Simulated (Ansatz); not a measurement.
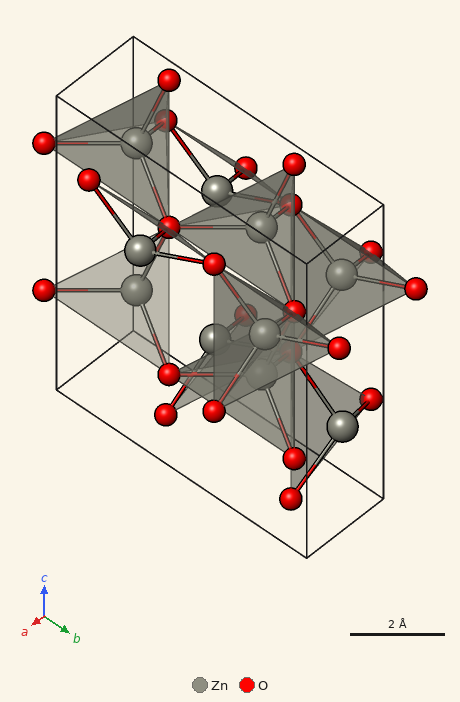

**Figure 1.** The structure as given in the input (polyhedral view of the cell of the calculation, seen slightly off an axis; polyhedra are completed across the faces of the cell).

**Zn₈O₇: geometry relaxation (part 1 of 3)**

The run: geometry relaxation of Zn₈O₇ (defect cell, 15 atoms in the cell). Method and program: DFT HSE06, scalar-relativistic, plane waves, PAW, no spin polarisation (Ansatz 0.2.0).

The structure derives from a Materials Project entry. It belongs to a series of runs on one base structure; here: O vacancy (site b), charge +0, atoms relaxed at the host's cell.

## Input file
```yaml
crystal:
  lattice:
    - [0.0, 0.0, -5.2221462515]
    - [6.4990356663, 0.0, 0.0]
    - [-3.2495178332, -5.6283299872, 0.0]
  atoms:
    - { symbol: Zn, position: [0.4862569703, 0.1627466267, 0.3287171201] }
    - { symbol: Zn, position: [0.5000793029, 0.6666666667, 0.3333333333] }
    - { symbol: Zn, position: [0.5000793029, 0.1666666667, 0.8333333333] }
    - { symbol: Zn, position: [0.5000793029, 0.6666666667, 0.8333333333] }
    - { symbol: Zn, position: [0.0178352241, 0.8418141607, 0.1590415383] }
    - { symbol: Zn, position: [0.0083527467, 0.3299441012, 0.1600430041] }
    - { symbol: Zn, position: [7.93029e-05, 0.8333333333, 0.6666666667] }
    - { symbol: Zn, position: [2.99964e-05, 0.3352059902, 0.6655095008] }
    - { symbol: O, position: [0.1196106971, 0.6666666667, 0.3333333333] }
    - { symbol: O, position: [0.1196106971, 0.1666666667, 0.8333333333] }
    - { symbol: O, position: [0.1196106971, 0.6666666667, 0.8333333333] }
    - { symbol: O, position: [0.6196106971, 0.8333333333, 0.1666666667] }
    - { symbol: O, position: [0.6196106971, 0.3333333333, 0.1666666667] }
    - { symbol: O, position: [0.6196106971, 0.8333333333, 0.6666666667] }
    - { symbol: O, position: [0.6196106971, 0.3333333333, 0.6666666667] }
  host:
    lattice:
      - [3.2495178332, 0.0, 0.0]
      - [-1.6247589166, 2.8141649936, 0.0]
      - [0.0, 0.0, 5.2221462515]
    atoms:
      - { symbol: Zn, position: [0.6666666667, 0.3333333333, 0.4999206971] }
      - { symbol: Zn, position: [0.3333333333, 0.6666666667, -7.93029e-05] }
      - { symbol: O, position: [0.6666666667, 0.3333333333, 0.8803893029] }
      - { symbol: O, position: [0.3333333333, 0.6666666667, 0.3803893029] }
basis:
  ecutwfc: 420
  xc_grid: 2
kpoints:
  mp_grid: { grid: [2, 2, 2], shift: [0.0, 0.0, 0.0] }
hamiltonian:
  xc: hse06
scf:
  occupations: { method: gaussian, width: 0.01 }
output:
  forces: true
  stress: false
  eigenvalues: true
  charged_corrections: { defect_position: [0.1196107, 0.16666667, 0.33333333] }
  write_density: true
  write_potential: true
  elf: true
  volumetric_format: npy
relax:
  adjacent_minimum: "off"
  f_tol: 0.025
  max_steps: 45
```

Run on 8 threads of Intel Xeon @ 2.70GHz, 189 GiB of memory available, shared host.

Launched with:
```bash
ansatz run input.yaml --threads 8 --pin off --max-ram 20480MiB --backend cpu --events-out ev --progress --plain --runs-dir out
```

## Log
```
exact exchange: scf.exx.singularity resolves to wigner_seitz, which cuts the screened interaction at the faces of the exchange supercell's Wigner-Seitz cell, so that each pair interacts once, at the shortest of its separations (the periodic images that this leaves out come, for a point-like exchange hole, to about 0.002 eV on a filled level). The cut falls within the interaction's reach, and what an exchange supercell this small leaves in the energy, the band gaps and, where it is computed, the pressure is not bounded here. The exchange supercell (the smallest cell that an SCF of this deck is solved on times the 2×2×2 mesh of the exchange sum) has its nearest image at L = 10.44 Å, 2.17 times the interaction's range 1/ω = 4.81 Å. A denser mesh of the exchange sum (kpoints.mp_grid; where a k-mesh is refused, the cell repeated along its short axes), shrinks what is left. The k-mesh (kpoints.mp_grid) can leave an error of its own, as it does under a semilocal functional: two runs of this structure under PBE, one on that k-mesh and one on a denser one or on the cell repeated (per cell), show about how large it is in the energy; in a metal the hybrid's can be larger than they show. Converge the k-mesh under the hybrid itself. See scf.exx.q_mesh
Engine: ansatz 0.2.0, x86_64-unknown-linux-gnu
Pseudopotentials: kind: paw
Pseudopotential: Zn, paw, valence charge 12, recommended cutoff 420 eV (normal), Zn.paw.azcp
Pseudopotential: O, paw, valence charge 6, recommended cutoff 420 eV (normal), O.paw.azcp
Functional definition: HSE06
  parameter a = 0.25
  parameter omega = 0.11/bohr
  exchange = pbe_x - a*pbe_x_sr(omega) + a*exact_x_sr(omega)
  correlation = pbe_c
Crystal: 15 atoms, lattice volume = 191.019 Å³
Basis set: ecut = 420 eV, 3713 PW (Γ), exchange–correlation on 72×90×90 points (8 copies of the dense FFT grid, shifted against one another)
Bands: 84, of which v1, the nominal top of the filled ones, is band 69 counted from 1 (68 counted from 0)
Symmetry: 1 space group operations
Space group: P1 (ITA 1), of the structure as read, at distance tolerance 5.8e-5 Å
k-points: 8
Non-local potential: Zn, projectors of the file, l = 0: 2, l = 1: 2, l = 2: 3, l = 3: 1
Non-local potential: O, projectors of the file, l = 0: 2, l = 1: 2, l = 2: 1
PAW form: soft (Blöchl's): semilocal exchange-correlation on the pseudo side does not see the compensation charge
PAW frozen core: Zn, regenerated for the run's functional, and the local potential with it (the file was generated under x = pbe(κ = 0.804, μ = 0.2195149727645171), c = pbe(β = 0.06672455060314922))
PAW frozen core: O, regenerated for the run's functional, and the local potential with it (the file was generated under x = pbe(κ = 0.804, μ = 0.2195149727645171), c = pbe(β = 0.06672455060314922))
PAW one-centre angular grid: Zn, 590 points (default); XC on 64 Gauss nodes
PAW one-centre angular grid: O, 110 points (default); XC on 96 Gauss nodes
Initial density: superposition of atomic densities (neutral atoms: chi_scale 0, normalization atom), corrected by the library's trained network
Initial wavefunctions: pseudopotential atomic-orbital guess
Functional: x = pbe(κ = 0.804, μ = 0.2195149727645171), c = pbe(β = 0.06672455060314922), warm-up for x = pbe(κ = 0.804, μ = 0.2195149727645171) + 0.25 (exact − pbe) at short range (hse, ω = 0.20786987370883472 Å⁻¹), c = pbe(β = 0.06672455060314922); HSE06 as pw.x's `hse` composes it (authors' and Libxc's form: `xc: wpbeh`)
SCF iter   1: F=—  HF=-30525.693995 eV  |F-HF|=—  |Δ(HF+E_count)|=         —  Δρ=3.86e-3  dr2=2.22e-2  ethr=1.77e-3  ⟨swp⟩=11.8  Hψ=3165  notcnv=0
preconditioner: auto → none  [insulator: Δε(μ)=1.055 eV  Ē_g=12.182 eV  σ=0.010 eV  W_gap=1.00  n_scr=58 (ndim 8)  ℏωp=31.6 eV  f_vac=0.025  D(μ)=0.00/eV (n_scr^D=0)]
SCF iter   2: F=—  HF=-30525.689189 eV  |F-HF|=—  |Δ(HF+E_count)|=   4.81e-3  Δρ=2.17e-3  dr2=5.26e-3  ethr=1.61e-5  ⟨swp⟩=6.8  Hψ=2229  notcnv=0  defer=1
iter 3 solved again at ethr=3.38e-7 eV; its pass at ethr=3.81e-6 eV (dr2=4.67e-4 eV) is discarded
SCF iter   3: F=—  HF=-30525.687678 eV  |F-HF|=—  |Δ(HF+E_count)|=   1.51e-3  Δρ=7.99e-4  dr2=4.64e-4  ethr=3.38e-7  ⟨swp⟩=2.9  Hψ=3225  notcnv=0  defer=2
SCF iter   4: F=—  HF=-30525.687875 eV  |F-HF|=—  |Δ(HF+E_count)|=   1.97e-4  Δρ=3.91e-4  dr2=2.42e-4  ethr=3.37e-7  ⟨swp⟩=4.0  Hψ=1557  notcnv=0  defer=3
SCF iter   5: F=—  HF=-30525.687839 eV  |F-HF|=—  |Δ(HF+E_count)|=   3.58e-5  Δρ=9.39e-5  dr2=1.26e-5  ethr=1.75e-7  ⟨swp⟩=3.6  Hψ=1416  notcnv=0
SCF iter   6: F=—  HF=-30525.687843 eV  |F-HF|=—  |Δ(HF+E_count)|=   3.71e-6  Δρ=3.52e-5  dr2=1.37e-6  ethr=9.09e-9  ⟨swp⟩=3.1  Hψ=1714  notcnv=0
SCF iter   7: F=—  HF=-30525.687844 eV  |F-HF|=—  |Δ(HF+E_count)|=   8.06e-7  Δρ=1.40e-5  dr2=2.08e-7  ethr=9.93e-10  ⟨swp⟩=3.0  Hψ=1694  notcnv=0
SCF iter   8: F=-30525.687844 eV  HF=-30525.687844 eV  |F-HF|=2.55e-8  |Δ(HF+E_count)|=   2.55e-7  Δρ=5.62e-6  dr2=3.55e-8  ethr=1.50e-10  ⟨swp⟩=3.0  Hψ=1516  notcnv=0
SCF 1 converged in 8 iterations: F = -30525.687844 eV  dr2 = 3.55e-8
  greatest PAW one-centre occupation: 0.988 electrons in one spin orbital (limit 2), on the Zn atom at site 4 (counted from 0), in its partial waves of l = 2
Initial density: handed on by an earlier stage of this run
Initial wavefunctions: those handed on with the density
Functional: x = pbe(κ = 0.804, μ = 0.2195149727645171) + 0.25 (exact − pbe) at short range (hse, ω = 0.20786987370883472 Å⁻¹), c = pbe(β = 0.06672455060314922); HSE06 as pw.x's `hse` composes it (authors' and Libxc's form: `xc: wpbeh`)
Exchange kernel: α = 0.2500, screened, ω = 0.2079 Å⁻¹, Wigner–Seitz truncation, v(0) = 966.9942 eV·Å³, q-mesh 2×2×2, nearest image of the exchange supercell L = 10.44 Å, pair-density grid 25×30×30, without the augmentation charges, whose exchange is taken in its separable form by FFT convolution over the k-point mesh (sized by the pseudopotential files, 36×40×40 at the most), smooth part of the exact exchange by density-matrix convolution
Frozen-core exchange: fock
iter 1 solved again at ethr=4.17e-4 eV; its pass at ethr=1.00e-1 eV (dr2=5.76e-1 eV) is discarded
SCF iter   1: F=—  HF=-30524.723584 eV  |F-HF|=—  |Δ(HF+E_count)|=         —  Δρ=2.69e-2  dr2=7.70e-1  ethr=4.17e-4  ⟨swp⟩=4.6  Hψ=3259  notcnv=0
preconditioner: auto → none  [insulator: Δε(μ)=1.855 eV  Ē_g=15.125 eV  σ=0.010 eV  W_gap=1.00  n_scr=58 (ndim 8)  ℏωp=31.6 eV  f_vac=0.025  D(μ)=0.00/eV (n_scr^D=0)]
SCF iter   2: F=—  HF=-30524.487907 eV  |F-HF|=—  |Δ(HF+E_count)|=   2.36e-1  Δρ=4.95e-3  dr2=3.25e-2  ethr=4.17e-4  ⟨swp⟩=4.0  Hψ=2241  notcnv=0
SCF iter   3: F=—  HF=-30524.544269 eV  |F-HF|=—  |Δ(HF+E_count)|=   5.64e-2  Δρ=5.81e-3  dr2=3.20e-2  ethr=1.64e-5  ⟨swp⟩=4.9  Hψ=2543  notcnv=0
SCF iter   4: F=—  HF=-30524.539285 eV  |F-HF|=—  |Δ(HF+E_count)|=   4.98e-3  Δρ=2.50e-3  dr2=7.64e-3  ethr=1.64e-5  ⟨swp⟩=2.0  Hψ=1344  notcnv=0
SCF iter   5: F=—  HF=-30524.539255 eV  |F-HF|=—  |Δ(HF+E_count)|=   3.03e-5  Δρ=8.82e-4  dr2=1.61e-3  ethr=3.55e-6  ⟨swp⟩=3.0  Hψ=1840  notcnv=0
SCF iter   6: F=—  HF=-30524.545135 eV  |F-HF|=—  |Δ(HF+E_count)|=   5.88e-3  Δρ=7.81e-4  dr2=7.21e-4  ethr=7.64e-7  ⟨swp⟩=4.8  Hψ=2371  notcnv=0
SCF iter   7: F=-30524.544730 eV  HF=-30524.544742 eV  |F-HF|=1.17e-5  |Δ(HF+E_count)|=   3.94e-4  Δρ=8.80e-5  dr2=1.84e-5  ethr=5.07e-7  ⟨swp⟩=3.9  Hψ=1801  notcnv=0
SCF 2 stopped early in 7 iterations: F = -30524.544730 eV  dr2 = 1.84e-5
[... from here on the iterations of each SCF are left out, up to the last one ...]
  Residual-converged pass: ⟨swp⟩=4.0  Hψ=2137  notcnv=0  max |occ|·‖R‖ = 5.6e-6 eV (tolerance 6.7e-6 eV)  dr2=1.82e-5  dr2_onsite=3.51e-6  max |Δocc| = 0.0e0
hybrid outer 1: dexx = +9.620e-2 eV, tail = 3.86e-4 eV
Exchange kernel: α = 0.2500, screened, ω = 0.2079 Å⁻¹, Wigner–Seitz truncation, v(0) = 966.9942 eV·Å³, q-mesh 2×2×2, nearest image of the exchange supercell L = 10.44 Å, pair-density grid 25×30×30, without the augmentation charges, whose exchange is taken in its separable form by FFT convolution over the k-point mesh (sized by the pseudopotential files, 36×40×40 at the most), smooth part of the exact exchange by density-matrix convolution
Frozen-core exchange: fock
preconditioner: auto → none  [insulator: Δε(μ)=1.953 eV  Ē_g=14.845 eV  σ=0.010 eV  W_gap=1.00  n_scr=58 (ndim 8)  ℏωp=31.6 eV  f_vac=0.033  D(μ)=0.00/eV (n_scr^D=0)]
SCF 3 converged in 5 iterations: F = -30524.539849 eV  dr2 = 2.28e-8
  Residual-converged pass: ⟨swp⟩=2.9  Hψ=1364  notcnv=0  max |occ|·‖R‖ = 5.7e-6 eV (tolerance 6.1e-6 eV)  dr2=2.28e-8  dr2_onsite=1.03e-8  max |Δocc| = 0.0e0
hybrid outer 2: dexx = +5.679e-6 eV, tail = 2.01e-7 eV, Δε = 5.13e-3 eV (about 1.56e-4 eV left of the loop's levels), ΔF = 5.05e-3 eV/Å (tail 1.07e-3)
relax step   1: F+E_penalty+E_count = -30524.53984883 eV  Δ(F+E_penalty+E_count) = +0.000e0 eV  max|allowed force component| = 1.248e0 eV/Å  Δτ_max = 0.0000 Å  (20 SCF iters, accepted)
Exchange kernel: α = 0.2500, screened, ω = 0.2079 Å⁻¹, Wigner–Seitz truncation, v(0) = 966.9942 eV·Å³, q-mesh 2×2×2, nearest image of the exchange supercell L = 10.44 Å, pair-density grid 25×30×30, without the augmentation charges, whose exchange is taken in its separable form by FFT convolution over the k-point mesh (sized by the pseudopotential files, 36×40×40 at the most), smooth part of the exact exchange by density-matrix convolution
Frozen-core exchange: fock
preconditioner: auto → none  [insulator: Δε(μ)=2.176 eV  Ē_g=14.742 eV  σ=0.010 eV  W_gap=1.00  n_scr=58 (ndim 8)  ℏωp=31.6 eV  f_vac=0.035  D(μ)=0.00/eV (n_scr^D=0)]
eigensolver tolerance schedule: the retry pair's looser diagonalisation over-reported the residual by 0.10 of it (diagonalisation noise at 0.11 of the residual, at the tolerance the schedule requests for it); recorded, not acted on — ethr = c·dr2/N_el stays at c = 1.0e-1
SCF 4 stopped early in 6 iterations: F = -30524.668501 eV  dr2 = 2.44e-4
  Residual-converged pass: ⟨swp⟩=2.2  Hψ=1214  notcnv=0  max |occ|·‖R‖ = 4.4e-4 eV (tolerance 4.6e-4 eV)  dr2=2.44e-4  dr2_onsite=2.37e-5  max |Δocc| = 0.0e0
hybrid outer 1: dexx = +1.231e0 eV, tail = 1.62e-2 eV
Exchange kernel: α = 0.2500, screened, ω = 0.2079 Å⁻¹, Wigner–Seitz truncation, v(0) = 966.9942 eV·Å³, q-mesh 2×2×2, nearest image of the exchange supercell L = 10.44 Å, pair-density grid 25×30×30, without the augmentation charges, whose exchange is taken in its separable form by FFT convolution over the k-point mesh (sized by the pseudopotential files, 36×40×40 at the most), smooth part of the exact exchange by density-matrix convolution
Frozen-core exchange: fock
preconditioner: auto → none  [insulator: Δε(μ)=2.218 eV  Ē_g=14.820 eV  σ=0.010 eV  W_gap=1.00  n_scr=58 (ndim 8)  ℏωp=31.6 eV  f_vac=0.034  D(μ)=0.00/eV (n_scr^D=0)]
SCF 5 converged in 5 iterations: F = -30524.699647 eV  dr2 = 4.22e-6
  Residual-converged pass: ⟨swp⟩=3.0  Hψ=1499  notcnv=0  max |occ|·‖R‖ = 7.7e-5 eV (tolerance 8.6e-5 eV)  dr2=4.21e-6  dr2_onsite=9.54e-8  max |Δocc| = 0.0e0
hybrid outer 2: dexx = +8.887e-4 eV, tail = 2.04e-5 eV, Δε = 2.61e-2 eV (about 1.05e-3 eV left of the loop's levels), ΔF = 4.74e-1 eV/Å (tail 1.00e-1)
Exchange kernel: α = 0.2500, screened, ω = 0.2079 Å⁻¹, Wigner–Seitz truncation, v(0) = 966.9942 eV·Å³, q-mesh 2×2×2, nearest image of the exchange supercell L = 10.44 Å, pair-density grid 25×30×30, without the augmentation charges, whose exchange is taken in its separable form by FFT convolution over the k-point mesh (sized by the pseudopotential files, 36×40×40 at the most), smooth part of the exact exchange by density-matrix convolution
Frozen-core exchange: fock
preconditioner: auto → none  [insulator: Δε(μ)=2.231 eV  Ē_g=14.815 eV  σ=0.010 eV  W_gap=1.00  n_scr=58 (ndim 8)  ℏωp=31.6 eV  f_vac=0.034  D(μ)=0.00/eV (n_scr^D=0)]
SCF 6 converged in 2 iterations: F = -30524.699640 eV  dr2 = 2.40e-7
  Residual-converged pass: ⟨swp⟩=3.0  Hψ=1647  notcnv=0  max |occ|·‖R‖ = 1.8e-5 eV (tolerance 2.9e-5 eV)  dr2=2.43e-7  dr2_onsite=2.72e-8  max |Δocc| = 0.0e0
hybrid outer 3: dexx = +4.914e-7 eV, tail = 5.49e-7 eV, Δε = 6.72e-4 eV (about 1.49e-4 eV left of the loop's levels), ΔF = 4.95e-2 eV/Å (tail 3.61e-2)
```
